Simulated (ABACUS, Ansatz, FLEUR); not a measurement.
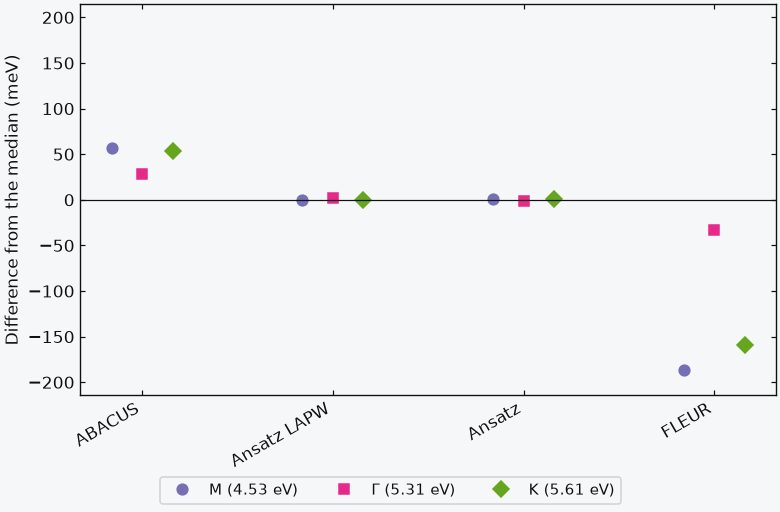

Lowest conduction level at each named k point, counted from the valence-band top at Γ, for C, space group P6_3/mmc, 12 atoms in the cell; a = 2.522 Å, c = 12.356 Å (hexagonal axes). Four runs by three programs used PBE (no spin polarisation, no spin-orbit coupling) on the same cell and 12×12×3 k mesh. The plot shows each result less the median of the plane-wave and all-electron runs, which the legend gives. The smallest gap over all k points computed is less than these values: 4.39 eV in Ansatz, from the valence top at Γ to the conduction bottom at a point off the named ones.

What spread should one expect between these programs?

The plane-wave and all-electron programs (Ansatz, Ansatz LAPW, FLEUR and ABACUS) agree within 243 meV at these points.

| program | kind | valence electrons | M (eV) | Γ (eV) | K (eV) |
| --- | --- | --- | --- | --- | --- |
| ABACUS | plane waves | 48 | 4.589 | 5.336 | 5.662 |
| Ansatz LAPW | all-electron | – | 4.532 | 5.309 | 5.608 |
| Ansatz | plane waves | 48 | 4.533 | 5.306 | 5.609 |
| FLEUR | all-electron | – | 4.346 | 5.274 | 5.449 |

Settings. PseudoDojo NC SR 0.4.1 PBE standard, 1116 eV cutoff, Fermi-Dirac smearing of 0.05 eV (ABACUS). all-electron LAPW, Fermi-Dirac smearing of 0.05 eV (Ansatz 0.2.0). Ansatz PAW, 420 eV cutoff, Gaussian smearing of 0.013 eV (Ansatz 0.2.0). all-electron, Fermi-Dirac smearing of 0.05 eV (FLEUR).

LDA, GGA and most meta-GGA functionals understate gaps. This is a hexagonal form of diamond, not graphite.
